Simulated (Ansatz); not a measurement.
# Does disorder add resistance in series? Ag(111) layers with 12.5 % Ru

Two lengths of the disordered region are known. What area resistance does the third give?

**Method.** Ansatz 0.2.0, plane waves with PAW datasets at their recommended cutoffs (420 eV for most), Fermi-Dirac smearing; ballistic transmission by layer matching. The area resistance is RA = A (h/2e²)(1/T − 1/N), with T the zone-mean transmission per spin and N the lead's channels, both averaged over a few energies near the Fermi level; for magnets each spin is taken apart, with h/e², and the two conduct in parallel. Lateral cell 2x2, PBE, a fresh random draw for each length.

Results; the value marked ? is to be predicted:

```
length (Å)  channels N  RA (fΩ m²)
      9.44       3.266       0.778
      18.9       3.266        2.20
      28.3       3.266           ?
```

**Fit on the rows shown.**

Ohm's law makes RA linear in the length: the slope is (2.20 − 0.778)/(18.9 − 9.44) = 0.151 fΩ m² per Å, or 151 µΩ cm. Then 2.20 + 0.151 × 9.44. Predicted: 3.62 fΩ m².

Check against the run:

2.63 fΩ m², so the prediction is 38 % too high. The three lengths together give 98 µΩ cm. Single draws scatter; these runs don't part the causes of the miss, and leave the question open.

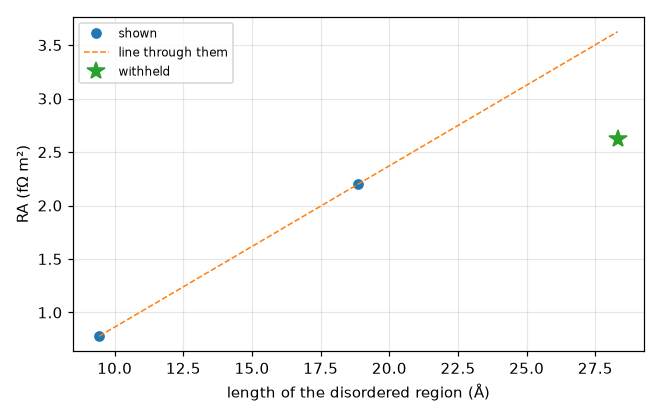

Area resistance against length.

**Limits.** The scatterers repeat sideways with the small cell. The slope is a raw one; a model of isotropic scattering puts it 1.00 times the bulk value over these lengths. Atoms sit unrelaxed on the host's lattice, and the pair may not mix at random in practice.

[Logs are printed without paths, hosts, clocks, repeated set-up lines and the standing remarks that a program may print on its own settings, such as how far it seeks lower states.]
